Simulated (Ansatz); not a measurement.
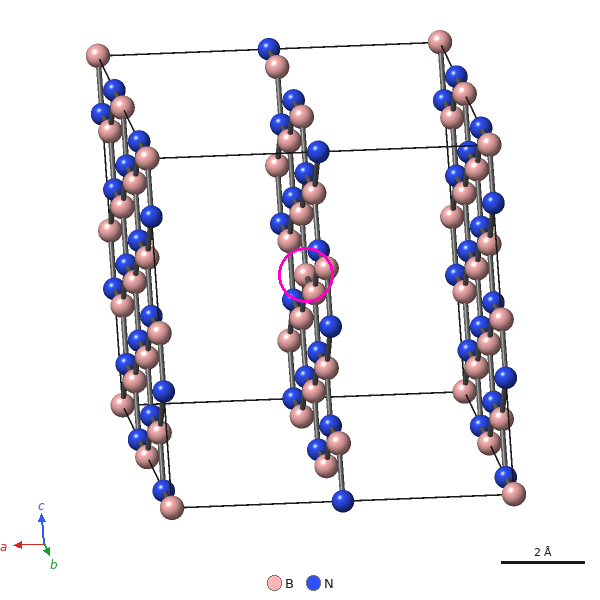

A ball-and-stick rendering, viewed from a general direction. The supercell is drawn as a box. The host is BN, in a cell of 48 sites, and the cell carries a charge of -2. A ring marks the defect's site.

Question: Describe the defect.

Answer: Boron on a nitrogen site (an antisite). It is bonded to three B in a trigonal planar arrangement at about 1.5 Å.

The atoms were relaxed in the host's cell with DFT PBE, scalar-relativistic, plane waves, PAW (Ansatz 0.2.0).
